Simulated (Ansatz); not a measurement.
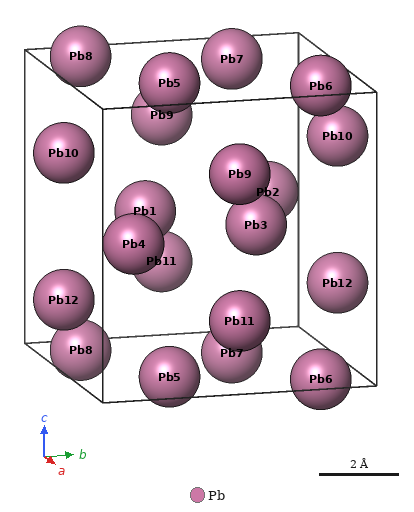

This is the input geometry for a relaxation of solid Pb (built on the database_135 type). Style: spheres-only. Shown: the cell of the calculation, slightly off an axis.

Case: structure listed in a database for this formula (P4_2/mbc, No. 135).

Level of theory: Ansatz 0.2.0, DFT r2SCAN, scalar-relativistic, plane waves, PAW.

Input
```yaml
crystal:
  lattice:
    - [7.273267, 0.0, 0.0]
    - [0.0, 7.273267, 0.0]
    - [0.0, 0.0, 7.691092]
  atoms:
    - { symbol: Pb, position: [0.341156, 0.342564, 0.5] }
    - { symbol: Pb, position: [0.158844, 0.842564, 0.5] }
    - { symbol: Pb, position: [0.658844, 0.657436, 0.5] }
    - { symbol: Pb, position: [0.841156, 0.157436, 0.5] }
    - { symbol: Pb, position: [0.657436, 0.341156, 0.0] }
    - { symbol: Pb, position: [0.842564, 0.841156, 0.0] }
    - { symbol: Pb, position: [0.342564, 0.658844, 0.0] }
    - { symbol: Pb, position: [0.157436, 0.158844, 0.0] }
    - { symbol: Pb, position: [0.0, 0.5, 0.75] }
    - { symbol: Pb, position: [0.5, 0.0, 0.75] }
    - { symbol: Pb, position: [0.0, 0.5, 0.25] }
    - { symbol: Pb, position: [0.5, 0.0, 0.25] }
basis:
  ecutwfc: 500
kpoints:
  mp_grid: { grid: [6, 6, 6] }
hamiltonian:
  xc: r2scan
scf:
  occupations: { method: gaussian, width: 0.1 }
output:
  forces: true
  stress: true
  eigenvalues: true
relax:
  adjacent_minimum: "off"
  f_tol: 0.01
  max_steps: 80
  cell: { stress_tol: 0.05 }
```

Predict the outcome.

Answer. After 7 accepted moves (8 points after the start) the energy has fallen by 0.163 eV per cell of the calculation. Largest force component: 0.034 eV/Å at the start, 0.00019 eV/Å at the end. Pressure: −1.16 GPa at the start and 0.00 GPa at the end. At 1 point the geometry stayed and the basis and grid were re-selected for the new cell (energy shift of 0.3 meV per cell of the calculation at most each time). The largest moves relative to the cell, 0.064 Å, are those of 8 atoms (Pb1, Pb2, Pb3, Pb4 and others). Pb6 goes roughly along [1 1 0]. The drawn cell changes as follows: a = b 7.273 → 7.534 Å (+3.6 %), c 7.691 → 6.908 Å (−10.2 %); the volume changes by −3.6 %. Near-neighbour distances that change, for instance: Pb10–Pb12 3.846 → 3.454 Å, Pb1–Pb10 3.353 → 3.341 Å, Pb1–Pb3 3.253 → 3.243 Å. Among the angles between lasting bonds that change: Pb9–Pb8–Pb11 70.3° → 62.2°, Pb9–Pb8–Pb10 100.4° → 105.7°, Pb9–Pb8–Pb12 147.2° → 143.6°. The space group (tolerance 0.01 Å) goes from P4_2/mbc (No. 135) to I4/mcm (No. 140).

After the run, drawn alike:

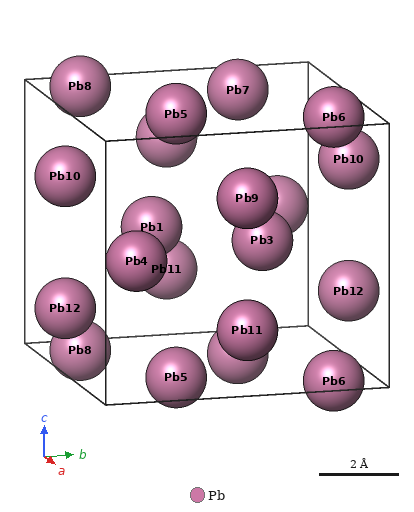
